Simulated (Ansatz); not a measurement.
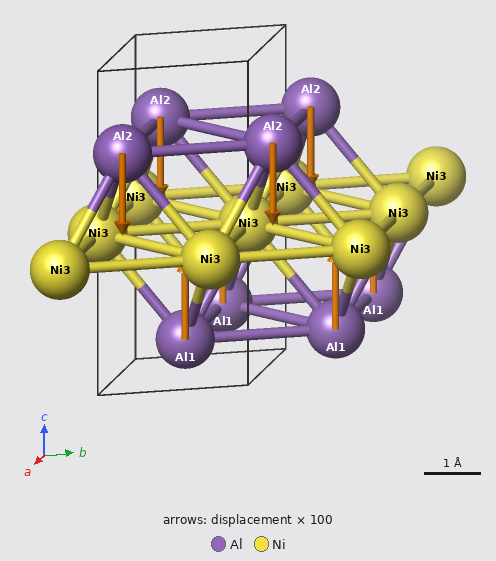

A relaxation of crystalline Al₂Ni (a generated structure, set up in P-3m1). The starting structure is drawn; orange arrows show the displacements (the part carried along by the change of the cell is left out), magnified 100 times.

Style: ball-and-stick. Shown: the cell of the calculation, repeated 2 × 2 × 1 with one cell outlined, slightly off an axis.

Computed with Ansatz, DFT PBE, scalar-relativistic, plane waves, PAW. (plane-wave cutoff 420 eV; k-point mesh 18 × 18 × 8; occupations gaussian; smearing width 0.1 eV; no spin polarisation; cell and atoms relaxed; force threshold 0.01 eV/Å; at most 80 steps)

What did the optimiser do to the structure, and how much energy did it gain?

Answer. The energy falls by 2.5 meV per atom in 3 accepted moves (4 points after the start). The largest force component goes from 0.18 to under 0.0001 eV/Å. Pressure: −0.12 GPa at the start and −0.01 GPa at the end. At 1 point the geometry stayed and the basis and grid were re-selected for the new cell (energy shift of less than 0.05 meV per atom at most each time). The largest moves relative to the cell, 0.015 Å, are those of Al1 and Al2. Al1 goes along +c. Ni stays in place. Cell: a = b 2.826 → 2.809 Å (−0.6 %), c 6.031 → 6.096 Å (+1.1 %). Volume −0.1 %. Among the contacts that change: Al1–Al2 2.811 → 2.851 Å, Al1–Al1 2.826 → 2.809 Å, Ni3–Ni3 2.826 → 2.809 Å. The space group stays P-3m1 (No. 164).

Limits of the set-up: an element that often carries a moment was run without spin polarisation.
